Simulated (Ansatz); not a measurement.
Si31O: single-point calculation (part 2 of 2)

Continued. System: Si31O (defect cell, 32 atoms in the cell). Method: DFT PBE, scalar-relativistic, plane waves, PAW, spin-polarised (Ansatz 0.2.0); cutoff 420 eV, 3×3×1 k-mesh, Gaussian smearing of 0.05 eV, collinear spins. The structure derives from an entry of the Crystallography Open Database.

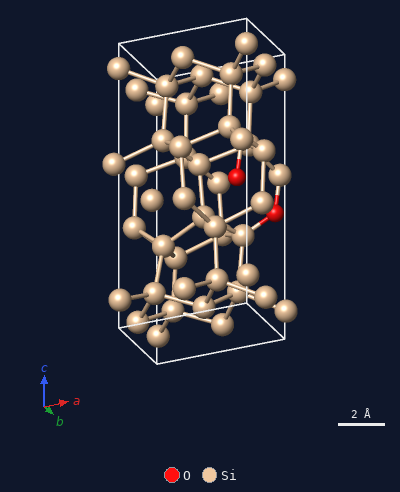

**Figure 1.** The structure (ball-and-stick view of the cell of the calculation, seen at an oblique angle). An atom can appear more than once, as a periodic image.

**Output, continued**
```
Per-site moments (μB) at R_I (Å): [(-1.7430384514038985e-7, 0.7014985144349388), (6.075532615587843e-7, 0.9531464874073311), (2.424820056317414e-7, 0.9532260525327112), (2.413530185734701e-7, 0.9532159273036552), (-7.591524218688321e-9, 0.9616801530126934), (1.3671153990827636e-8, 0.963375627756533), (5.628274984552352e-9, 0.9627014240807863), (4.009352282971109e-9, 0.9627270747428373), (-1.1986074517145148e-7, 0.9635552327352208), (-6.258089253173826e-8, 0.9617763644610144), (-5.004077357293352e-8, 0.96121264847249), (-5.0003628676453915e-8, 0.9612559362143047), (-6.6191027306749e-8, 0.7014985144349388), (-1.6085866985092053e-7, 0.9562277334090002), (-1.4889868558809493e-7, 0.9606020187690556), (-1.5037152965791283e-7, 0.9606045500708765), (-2.8533830807975794e-7, 0.9531464874073311), (-2.845772332770609e-7, 0.9532052855793746), (-1.9837346798936392e-7, 0.9565513225724925), (-1.1119963891709771e-7, 0.7050212160625702), (1.1220229440839704e-8, 0.9616801530126934), (-3.464995841686929e-9, 0.963375627756533), (-8.997476182950903e-9, 0.9627014240807863), (-7.856345380644429e-9, 0.9627270747428373), (1.4434178927356534e-7, 0.9577711639281805), (1.4443877040963424e-7, 0.9577537825501408), (2.411892388479796e-8, 0.9638928644514008), (2.627029652035811e-7, 0.9643901965987031), (1.5366663141458857e-7, 0.9606020187690556), (3.56052114404031e-8, 0.9640208384612557), (1.3713680616457808e-7, 0.9622177697914046), (1.3548933000129578e-7, 0.9622084904666312)]
Free energy (F): -20275.992922 eV
Harris-Foulkes:  -20275.992922 eV  (|F-HF|=2.44e-9)
Internal energy: -20275.992922 eV  (E = F + TS)
E sigma→0 (E₀):  -20275.992922 eV
Fermi energy:    6.492553 eV
--- Per-component energies (eV) ---
  E_band       = 104.404963
  E_kinetic    = 1433.184264
  E_local      = -1489.772773  (includes V_loc(G=0)·N_el)
  E_nonlocal   = 853.360269
  E_hartree    = 483.014173
  E_xc         = -1785.987100
  E_vxc        = -1545.016016  (∫ρ·V_xc dr)
  E_paw        = -16055.303678  (= ΣΔE_a)
  E_vpaw       = -113.381735  (= ΣTr[D̂ρ^β])
  E_aug_tail   = 0.002655  (compensation charges beyond the density's cutoff)
  E_ewald      = -3714.490731
  E_smearing   = -0.000000  (= −TS)
  E_closure    = -0.000000  (closes the sum)
  Σ components = -20275.992922   (vs F -20275.992922, Δ=0.00e0)
--- Forces (eV/Å), atoms counted from 1 ---
  atom   1  O      0.00081198     0.00088181     0.00373508
  atom   2  Si    -0.00073173    -0.00006631    -0.00259454
  atom   3  Si     0.00483333     0.00291681    -0.00132814
  atom   4  Si     0.00489717     0.00301225    -0.00169314
  atom   5  Si     0.00753696     0.00366770    -0.01256962
  atom   6  Si     0.00828232     0.00548369    -0.00812760
  atom   7  Si    -0.00337666    -0.00421510    -0.00387802
  atom   8  Si    -0.00478788    -0.00073070    -0.00265310
  atom   9  Si    -0.00062728    -0.00032040     0.00422796
  atom  10  Si    -0.00198764    -0.00210357     0.00141427
  atom  11  Si    -0.00076522     0.00421267    -0.00838606
  atom  12  Si     0.00248798    -0.00279189    -0.00926234
  atom  13  Si     0.00220738     0.00136924     0.00952240
  atom  14  Si     0.00362701     0.00241561     0.00380535
  atom  15  Si    -0.00428511    -0.00254522     0.00407961
  atom  16  Si    -0.00401236    -0.00221955     0.00474505
  atom  17  Si    -0.00270235    -0.00226513     0.00677811
  atom  18  Si    -0.00177186    -0.00261504     0.00804467
  atom  19  Si     0.00214109     0.00110333    -0.00020535
  atom  20  Si    -0.00595058    -0.00244906    -0.00122275
  atom  21  Si     0.00367380     0.00332111     0.00458928
  atom  22  Si     0.00313100     0.00079948     0.00237583
  atom  23  Si    -0.00655194    -0.00233056     0.00711458
  atom  24  Si    -0.00620853    -0.00535331     0.00547831
  atom  25  Si     0.00320009     0.00457816     0.00145484
  atom  26  Si     0.00373293     0.00067000     0.00141813
  atom  27  Si    -0.00313724    -0.00095537     0.00460098
  atom  28  Si    -0.00347530    -0.00356708     0.00293884
  atom  29  Si     0.00566738     0.00327034    -0.00167148
  atom  30  Si     0.00033310    -0.00018691    -0.00339679
  atom  31  Si    -0.00548641     0.00257555    -0.01071913
  atom  32  Si    -0.00068862    -0.00555279    -0.00859733
  max |Σ_I F_I| component: 1.79e-5 eV/Å
--- Band table (eV; the first three rows and the last of 10) ---
  k-point 0 ↑: bands = ["-14.0733", "-5.8404", "-5.1964", "-5.0317", "-3.9340", "-3.7094", "-3.5826", "-3.3903", "-3.2821", "-3.2235", "-3.0478", "-2.9568", "-2.8946", "-2.5403", "-2.3113", "-1.7950", "-1.7649", "-1.7498", "-1.3860", "-1.3740", "-1.2093", "-1.0097", "-0.9870", "-0.6231", "-0.5362", "-0.2887", "-0.2597", "-0.0714", "0.4768", "0.7666", "1.3069", "1.6597", "1.8352", "1.9242", "2.0765", "2.0923", "2.4092", "2.8994", "2.9420", "2.9659", "3.4510", "3.5639", "3.5669", "3.7813", "3.8925", "3.9751", "4.0149", "4.0286", "4.1037", "4.2085", "4.3064", "4.4635", "4.5188", "4.7193", "4.7386", "4.8658", "4.9651", "5.2290", "5.2874", "5.4043", "5.5223", "5.5815", "5.6145", "6.1573", "6.1954", "6.7897", "6.8856", "6.9237", "7.0458", "7.0670", "7.2027", "7.3527", "7.5270", "7.5820", "7.6104", "7.7489", "7.7685", "7.9155", "7.9955", "8.1087", "8.1438", "8.2639", "8.5722", "8.7484", "8.7578", "8.8663", "8.9928", "9.0540", "9.2319", "9.2971", "9.4651", "9.5979", "9.6292", "9.7516", "9.7788", "10.0177", "10.0255", "10.1808"]
  k-point 1 ↑: bands = ["-14.0732", "-5.5434", "-4.9312", "-4.7819", "-4.4895", "-4.0600", "-3.8910", "-3.8155", "-3.5782", "-3.4283", "-3.2823", "-3.0837", "-2.9977", "-2.6676", "-2.2238", "-1.9214", "-1.6250", "-1.5038", "-1.2749", "-0.9631", "-0.8495", "-0.5879", "-0.4791", "-0.2269", "0.0357", "0.2744", "0.5030", "0.6858", "0.9819", "1.1561", "1.4339", "1.6130", "1.7630", "1.9306", "2.0453", "2.1269", "2.2430", "2.5644", "2.6032", "2.7289", "2.7960", "3.0070", "3.1665", "3.2095", "3.4619", "3.5223", "3.5941", "3.6731", "3.7236", "3.8254", "3.8871", "3.9741", "4.0551", "4.1078", "4.2433", "4.3338", "4.4662", "4.5390", "4.6836", "4.8231", "4.9842", "5.0682", "5.3014", "5.5209", "5.7827", "7.0542", "7.3717", "7.4741", "7.6483", "7.8101", "7.8285", "7.9671", "8.0977", "8.2672", "8.3241", "8.4394", "8.5588", "8.7077", "8.8187", "8.9629", "9.0541", "9.1083", "9.2669", "9.3347", "9.3753", "9.4657", "9.5694", "9.5853", "9.6607", "9.7291", "9.8164", "9.9567", "9.9794", "10.0546", "10.1111", "10.2113", "10.2939", "10.4141"]
  k-point 2 ↑: bands = ["-14.0732", "-5.5372", "-4.9047", "-4.7946", "-4.5669", "-4.0451", "-3.8981", "-3.7327", "-3.6256", "-3.4363", "-3.2095", "-3.1280", "-2.9335", "-2.6096", "-2.3912", "-2.0576", "-1.5661", "-1.3744", "-1.2934", "-1.0594", "-0.6650", "-0.5562", "-0.5387", "-0.1395", "0.0278", "0.3281", "0.4433", "0.7661", "0.8384", "1.1793", "1.5152", "1.5418", "1.6386", "1.8481", "2.0612", "2.0640", "2.2966", "2.5089", "2.5331", "2.6609", "2.8155", "3.0006", "3.2232", "3.2567", "3.3873", "3.5389", "3.6426", "3.6550", "3.8238", "3.8258", "3.9131", "3.9934", "4.1159", "4.1473", "4.2881", "4.3350", "4.4337", "4.5527", "4.6491", "4.8415", "5.0531", "5.0556", "5.2505", "5.4463", "5.7919", "7.0893", "7.3713", "7.3734", "7.6572", "7.7528", "7.8764", "8.0793", "8.2329", "8.3317", "8.3479", "8.4497", "8.5373", "8.7708", "8.8706", "9.0357", "9.0440", "9.1599", "9.2072", "9.2747", "9.3840", "9.4545", "9.5019", "9.5235", "9.6862", "9.8216", "9.8505", "9.9693", "9.9925", "10.0588", "10.0785", "10.1152", "10.3032", "10.4106"]
  k-point 4 ↓: bands = ["-14.0732", "-5.5434", "-4.9312", "-4.7819", "-4.4896", "-4.0601", "-3.8911", "-3.8153", "-3.5781", "-3.4282", "-3.2824", "-3.0838", "-2.9976", "-2.6676", "-2.2238", "-1.9213", "-1.6249", "-1.5038", "-1.2747", "-0.9632", "-0.8498", "-0.5879", "-0.4791", "-0.2267", "0.0358", "0.2745", "0.5028", "0.6857", "0.9821", "1.1561", "1.4341", "1.6131", "1.7628", "1.9306", "2.0452", "2.1268", "2.2426", "2.5644", "2.6031", "2.7289", "2.7961", "3.0069", "3.1665", "3.2095", "3.4619", "3.5223", "3.5941", "3.6733", "3.7239", "3.8255", "3.8872", "3.9741", "4.0549", "4.1078", "4.2433", "4.3338", "4.4665", "4.5391", "4.6834", "4.8231", "4.9843", "5.0682", "5.3014", "5.5208", "5.7826", "7.0541", "7.3716", "7.4739", "7.6482", "7.8097", "7.8283", "7.9671", "8.0976", "8.2674", "8.3242", "8.4394", "8.5588", "8.7080", "8.8186", "8.9628", "9.0542", "9.1083", "9.2669", "9.3349", "9.3752", "9.4657", "9.5694", "9.5852", "9.6605", "9.7292", "9.8165", "9.9567", "9.9794", "10.0547", "10.1112", "10.2115", "10.2940", "10.4142"]
--- Löwdin populations: 32 sites ---
  site symbol       q [e]    m [muB]
     0      O      6.7343    -0.0000
     1     Si      3.9478     0.0000
     2     Si      3.9835     0.0000
     3     Si      3.9836     0.0000
     4     Si      3.9577    -0.0000
     5     Si      3.9621     0.0000
     6     Si      3.9592     0.0000
     7     Si      3.9593     0.0000
     8     Si      3.9555    -0.0000
     9     Si      3.9520    -0.0000
    10     Si      3.9531    -0.0000
    11     Si      3.9531    -0.0000
    12     Si      3.4270    -0.0000
    13     Si      3.9521    -0.0000
    14     Si      3.9568    -0.0000
    15     Si      3.9568    -0.0000
    16     Si      3.9743    -0.0000
    17     Si      3.9744    -0.0000
    18     Si      3.9389    -0.0000
    19     Si      3.4393    -0.0000
    20     Si      3.9521     0.0000
    21     Si      3.9700    -0.0000
    22     Si      3.9640    -0.0000
    23     Si      3.9640    -0.0000
    24     Si      3.9575     0.0000
    25     Si      3.9574     0.0000
    26     Si      3.9618     0.0000
    27     Si      3.9938     0.0000
    28     Si      4.0010     0.0000
    29     Si      3.9718     0.0000
    30     Si      4.0073     0.0000
    31     Si      4.0073     0.0000
  spilling = 0.010548 (of n_electrons = 130.000000)
--- Bader charges: 32 sites ---
  site symbol  charge [e]  shift [e]    m [muB]
     0      O     -1.6438     0.0054     0.0000
     1     Si     -0.0327     0.0006     0.0000
     2     Si      0.0703     0.0094     0.0000
     3     Si      0.0703     0.0094     0.0000
     4     Si      0.0227     0.0038     0.0000
     5     Si      0.0035     0.0007     0.0000
     6     Si      0.0086     0.0009     0.0000
     7     Si      0.0085     0.0009     0.0000
     8     Si      0.0303     0.0031     0.0000
     9     Si      0.0053     0.0008     0.0000
    10     Si      0.0203     0.0019     0.0000
    11     Si      0.0201     0.0018     0.0000
    12     Si      0.8628     0.0005     0.0000
    13     Si      0.0366     0.0016     0.0000
    14     Si      0.0124     0.0015     0.0000
    15     Si      0.0125     0.0015     0.0000
    16     Si     -0.1952     0.0220     0.0000
    17     Si     -0.1953     0.0220     0.0000
    18     Si      0.0519     0.0053     0.0000
    19     Si      0.7934     0.0055     0.0000
    20     Si     -0.0029     0.0023     0.0000
    21     Si     -0.0186     0.0022     0.0000
    22     Si     -0.0050     0.0004     0.0000
    23     Si     -0.0051     0.0004     0.0000
    24     Si      0.0404     0.0040     0.0000
    25     Si      0.0406     0.0040     0.0000
    26     Si     -0.0067     0.0020     0.0000
    27     Si      0.0316     0.0051     0.0000
    28     Si      0.0010     0.0038     0.0000
    29     Si     -0.0259     0.0029     0.0000
    30     Si     -0.0060     0.0031     0.0000
    31     Si     -0.0060     0.0031     0.0000
  estimated error of the sums over rays = 7.1e-4 e
```

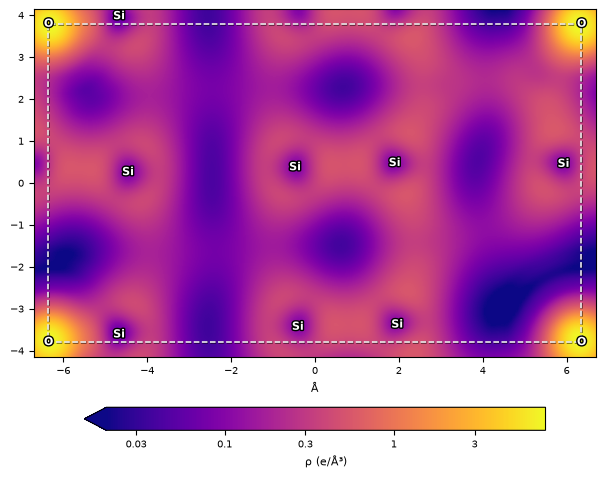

**Figure 2.** Valence charge density (pseudo) on the (11̄0) plane of the calculation cell. The section cuts through O and Si sites. Si–O (1.70 Å): ρ is about 1 e/Å³ halfway. Si–Si (2.37 Å): ρ is about 0.55 e/Å³ halfway, a local maximum along the line. Away from the nuclei the density in this plane falls to 0.01 e/Å³ at its lowest. Core electrons are frozen (PAW), so the fields are smoothed inside the atomic spheres.
